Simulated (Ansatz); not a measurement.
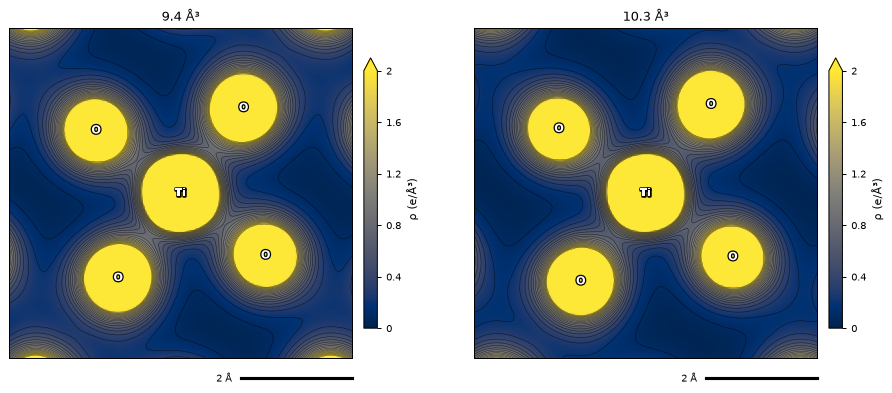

TiO2. The valence pseudo-density of cells scaled evenly to different volumes (given per atom above each panel), on the (111) plane of each (indices in the axes of the cell below), at one length scale and on one colour scale.

A structure from a database of computed crystals, not necessarily the ambient phase; computed without spin polarisation; Hubbard U of 4 eV on Ti d only.

Computed with DFT PBE+U, scalar-relativistic, plane waves, PAW (Ansatz).

In a PAW calculation such maps are meaningful between the atoms, not at the nuclei.

The largest cell:

```
Ti O
1.0
     4.57074    0.00000    0.00000
     0.00000    4.57074    0.00000
     0.00000    0.00000    2.96102
Ti O
2 4
Direct
  0.50000 0.50000 0.00000
  0.00000 0.00000 0.50000
  0.69587 0.69587 0.50000
  0.80413 0.19587 0.00000
  0.19587 0.80413 0.00000
  0.30413 0.30413 0.50000
```

| volume (Å³/atom) | Ti–O contact in the plane (Å) | ρ at its midpoint (e/Å³) | pressure (GPa) | gap on the mesh (eV) | 
| --- | --- | --- | --- | --- |
| 9.40 | 1.891 | 0.822 | 39.8 | 2.50 | 
| 9.85 | 1.924 | ? | ? | ? | 
| 10.31 | 1.948 | 0.737 | 10.7 | 2.34 | 

**Estimate the missing row, and compare with the calculation.**

Over the known rows ln ρ falls by 1.91 per Å of Ti–O distance (the line through the two), which gives 0.772 e/Å³ at 1.924 Å; the calculation gives 0.779 e/Å³. For the pressure, a straight line in volume between the neighbouring rows gives 25.4 GPa; the calculation gives 23.8, lower because pressure rises ever faster on compression. For the gap on the mesh, a straight line in volume between the neighbouring rows gives 2.42 eV; the calculation gives 2.41.
